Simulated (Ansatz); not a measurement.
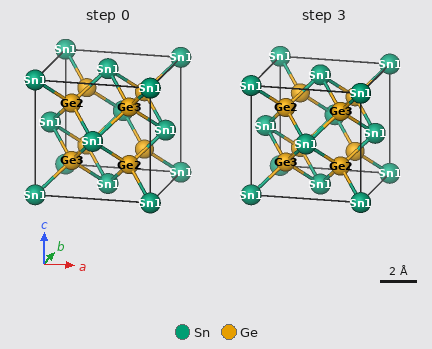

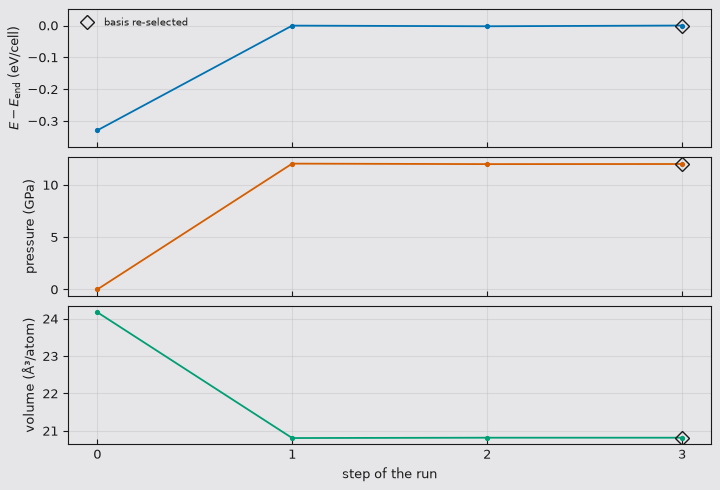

First and last geometry of a relaxation of crystalline SnGe2 (a generated structure, set up in Fm-3m), with the history of the run. A ball-and-stick model of the conventional cell (4 times the calculation's cell), seen slightly off an axis. Lengths and directions refer to the drawn axes.

Case: relaxed at 12 GPa.

The calculation used DFT LDA, scalar-relativistic, plane waves, PAW (Ansatz).

Input
```yaml
crystal:
  lattice:
    - [0.0, 3.3099003037, 3.3099003037]
    - [3.3099003037, 0.0, 3.3099003037]
    - [3.3099003037, 3.3099003037, 0.0]
  atoms:
    - { symbol: Sn, position: [0.0, 0.0, 0.0] }
    - { symbol: Ge, position: [0.75, 0.75, 0.75] }
    - { symbol: Ge, position: [0.25, 0.25, 0.25] }
basis:
  ecutwfc: 420
kpoints:
  mp_grid: { grid: [12, 12, 12] }
hamiltonian:
  xc: lda
scf:
  occupations: { method: fermi_dirac, width: 0.15 }
output:
  forces: true
  stress: true
  eigenvalues: true
relax:
  adjacent_minimum: "off"
  f_tol: 0.001
  max_steps: 60
  cell: { stress_tol: 0.02, p_target: 12.0 }
```

Q: Read the history and describe the run.

A: It converged. No atom moves by more than 0.005 Å relative to the cell. Cell: a = b = c 6.620 → 6.298 Å (−4.9 %). Volume −13.9 %. Among the contacts that change: Sn1–Ge2 2.866 → 2.727 Å. The space group stays Fm-3m (No. 225). The energy rises by 0.329 eV per cell of the calculation in 2 accepted moves (3 points after the start). With the target pressure of 12 GPa, the enthalpy E + pV changes by −0.425 eV per cell of the calculation. All forces vanish by symmetry, so only the cell relaxes. Pressure: 0.00 GPa at the start and 12.00 GPa at the end. The SCF was repeated once at an unchanged geometry on a basis and grid sized afresh for the cell, which shifted the energy by 2.3 meV per cell of the calculation at most.
